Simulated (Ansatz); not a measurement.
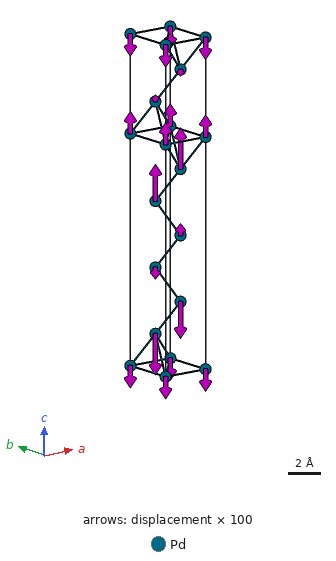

This is a relaxation of a crystal of Pd (a generated structure, set up in P-3m1). The starting structure is drawn; purple arrows show the displacements (the part carried along by the change of the cell is left out), 100 times their true length.

Style: ball-and-stick. Shown: the cell of the calculation, from a free direction.

Case: stacking ABCBCBCABC.

These are results of Ansatz 0.2.0, DFT PBE, scalar-relativistic, plane waves, PAW, not measurements. Set-up: plane-wave cutoff 420 eV; k-point mesh 18 × 18 × 2; occupations gaussian; smearing width 0.1 eV; no spin polarisation; cell and atoms relaxed; force threshold 0.01 eV/Å; at most 45 steps.

Q: Describe the change and its energy.

A: The largest moves relative to the cell, 0.029 Å, are those of Pd atoms. The drawn cell changes as follows: a = b 2.767 → 2.780 Å (+0.5 %), c 23.228 → 22.930 Å (−1.3 %); the volume changes by −0.4 %. Among the contacts that change: Pd–Pd 2.819 → 2.788 Å, Pd–Pd 2.767 → 2.780 Å, Pd–Pd 2.819 → 2.813 Å. The space group stays P-3m1 (No. 164). After 3 accepted moves (4 points after the start) the energy has fallen by 1.7 meV per atom. The largest force component goes from 0.067 to 0.00033 eV/Å. Pressure: −0.50 GPa at the start and 0.01 GPa at the end. The SCF was repeated once at an unchanged geometry on a basis and grid sized afresh for the cell, which shifted the energy by less than 0.05 meV per atom at most. Cost: 4.2 min on 1 thread of Intel(R) Xeon(R) Platinum 8488C (Sapphire Rapids), on a shared host, peak memory 1.1 GiB.
